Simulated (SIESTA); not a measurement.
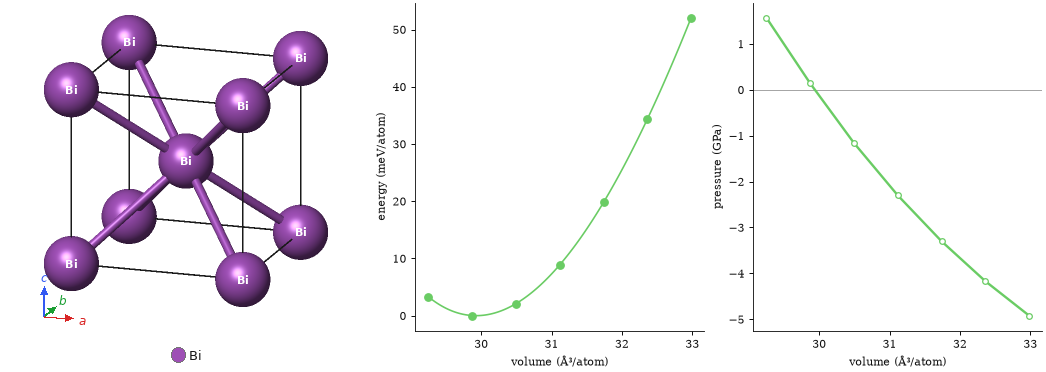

Figure. Energy and pressure against volume for Bi, space group Im-3m (No. 229). The conventional cell is drawn beside the plot.

A third-order Birch–Murnaghan fit gives V0 = 29.93 Å³/atom, B0 = 65.4 GPa and B′ = 5.2. The energy is 3.29 meV/atom at volume 29.25 Å³/atom and 52.07 meV/atom at 32.98 Å³/atom; the lowest computed point is at volume 29.87 Å³/atom (0.03 meV/atom), in a single well. The pressure falls from 1.57 GPa at volume 29.25 Å³/atom to −4.92 GPa at 32.98 Å³/atom, and changes sign near 29.94 Å³/atom.

How it was computed, with SIESTA 5.4.2: DFT in numerical atomic orbitals with pseudopotentials, no spin polarisation; energies at scaled volumes of the given cell, shape and fractions fixed, counted from the fit's minimum, third-order Birch-Murnaghan fit. Level: LDA.

```
         setting                                                                     value
          k mesh                                                                     9×9×9
     occupations                                                               Fermi–Dirac
  smearing width                                                                   0.05 eV
      potentials  PseudoDojo 0.4 standard, converted to PSML, two zetas on semicore shells
program settings                                             basis DZP, mesh cutoff 500 Ry
```

Cell as given: a = 3.432 Å, b = 3.432 Å, c = 3.432 Å, α = 109.47°, β = 109.47°, γ = 109.47°; 1 atom.

Caveats: mulliken charges of long orbitals; spin-orbit coupling left out, heavy elements.
